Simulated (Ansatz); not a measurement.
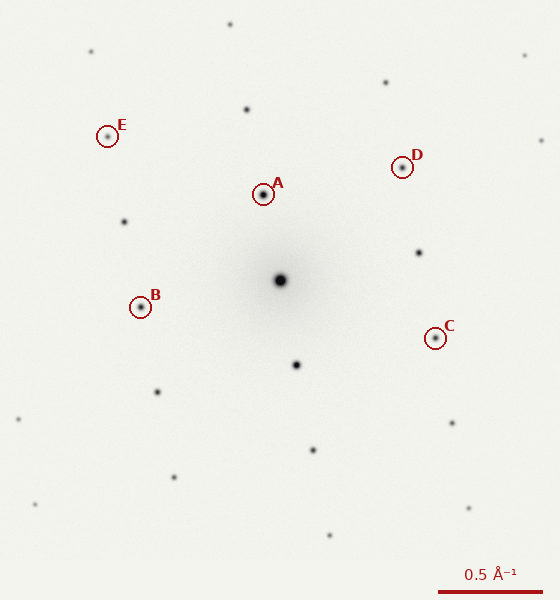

The pattern is a kinematic simulation for 300 kV electrons (no multiple scattering; isotropic B = 1 Å²). The zone axis points towards the electron source and the pattern is seen from the source side.

Ta, space group Fm-3m (No. 225), a = 4.14 Å. Structure: the end point of a relaxation with DFT, LDA (PW92), plane waves (420 eV) with PAW, scalar-relativistic (Ansatz); the starting structure was generated, so it need not be a known form of this composition.

| atom | site | symmetry | x | y | z |
| --- | --- | --- | --- | --- | --- |
| Ta | 4a | m-3m | 0.0000 | 0.0000 | 0.0000 |

Spot A is indexed -1 1 1 and spot B 0 -2 2.

### Index the other marked spots.

C = −A − B = 1 1 -3 (d = 1.249 Å). D = A − B = -1 3 -1 (d = 1.249 Å). E = 2A + B = -2 0 4 (d = 0.926 Å).

### Give [uvw].

The cross product of A and B is parallel to [211]; every spot obeys hu + kv + lw = 0.
